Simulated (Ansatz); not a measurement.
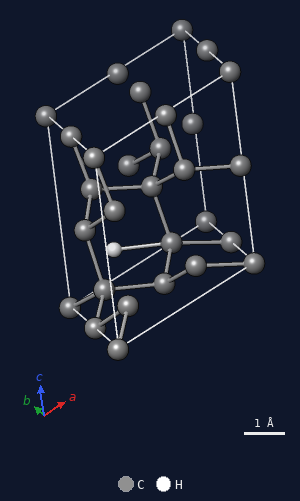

Starting frame of a dynamics run of C with an interstitial H (17 atoms in the cell). It starts from the last geometry of an earlier run, with fresh velocities. Style: ball-and-stick. Shown: the reduced simulation cell, slightly off an axis. Bonds to atoms that aren't drawn are left out. Lengths and directions refer to the drawn axes.

Computed with Ansatz, DFT LDA, scalar-relativistic, plane waves, PAW.

The input:
```yaml
crystal:
  lattice:
    - [0.0, 3.57, 3.57]
    - [3.57, 0.0, 3.57]
    - [3.57, 3.57, 0.0]
  atoms:
    - { symbol: C, position: [-0.00625877, -2.375e-05, -0.00392581] }
    - { symbol: C, position: [0.13021592, 0.10669845, 0.13922881] }
    - { symbol: C, position: [-0.01383612, 0.00368229, 0.50889823] }
    - { symbol: C, position: [0.12216442, 0.11704441, 0.63678181] }
    - { symbol: C, position: [0.00090079, 0.49697434, -0.00367243] }
    - { symbol: C, position: [0.13028135, 0.61259421, 0.11350477] }
    - { symbol: C, position: [0.01125716, 0.48304328, 0.5053884] }
    - { symbol: C, position: [0.12661605, 0.60864901, 0.63975936] }
    - { symbol: C, position: [0.5203476, 0.00656693, -0.01993384] }
    - { symbol: C, position: [0.62866318, 0.11354976, 0.12347813] }
    - { symbol: C, position: [0.50673067, -0.02474131, 0.51338796] }
    - { symbol: C, position: [0.63079444, 0.11332979, 0.62390584] }
    - { symbol: C, position: [0.50891327, 0.49356079, 0.00113994] }
    - { symbol: C, position: [0.6240479, 0.59938487, 0.13901554] }
    - { symbol: C, position: [0.50323159, 0.47994213, 0.51399753] }
    - { symbol: C, position: [0.63419618, 0.61563073, 0.62412871] }
    - { symbol: H, position: [0.29229319, 0.82603984, 0.2033733], spin: 1.0 }
magnetization:
  spin_polarized: true
basis:
  ecutwfc: 420.0
kpoints:
  mp_grid: { grid: [2, 2, 2] }
hamiltonian:
  xc: lda
scf:
  occupations: { method: fermi_dirac, width: 0.02 }
  lower_state_search: "off"
  max_iter: 83
md:
  timestep: 0.5
  n_steps: 200
  ensemble: nvt_langevin
  temperature: 840.0
  initial_velocities: maxwell_boltzmann
  seed: 548548
  friction: 1.0
```

Command:
```bash
ansatz run input.yaml --threads 1 --pin off --max-ram 3072MiB --backend cpu --events-out ev --progress --plain --runs-dir out
```

Q: Predict how the run goes.

A: The mean temperature in the second half is 842 K (standard deviation 160 K). The potential energy in the second half lies on average 4.9 meV per atom above the first frame. Root-mean-square distances from the starting positions over the second half, with the common drift of all atoms taken out: H 0.39 Å, C 0.08 Å. The run lasts only 100 fs, too short to tell vibration from diffusion. The friction is so strong that the slow modes are overdamped, and the motion no longer resembles free dynamics.

Along the run (each row but the first and the last is the mean over the interval that it begins):

| time (fs) | potential energy (meV/atom) | T (K) |
| --- | --- | --- |
| 0.0 | 0.0 | 791 |
| 16.5 | 40.3 | 763 |
| 33.0 | 31.5 | 887 |
| 49.5 | 0.4 | 874 |
| 66.0 | 14.2 | 780 |
| 82.5 | 0.4 | 885 |
| 99.0 | 4.6 | 652 |

The paths of the atoms:

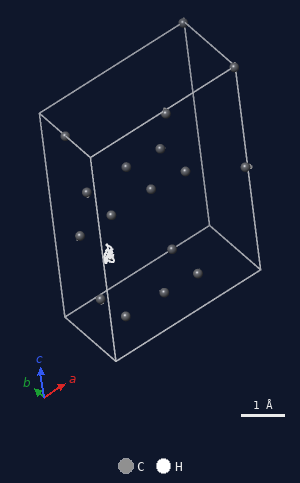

Limits of the set-up: the k-point mesh is coarse for a cell with partly filled bands; the periodic images lie only 5.0 Å apart, so the values are limited by the cell's size.

Cost: 18 min on 1 thread of Arm Neoverse V1, on a shared host, peak memory 0.37 GiB.
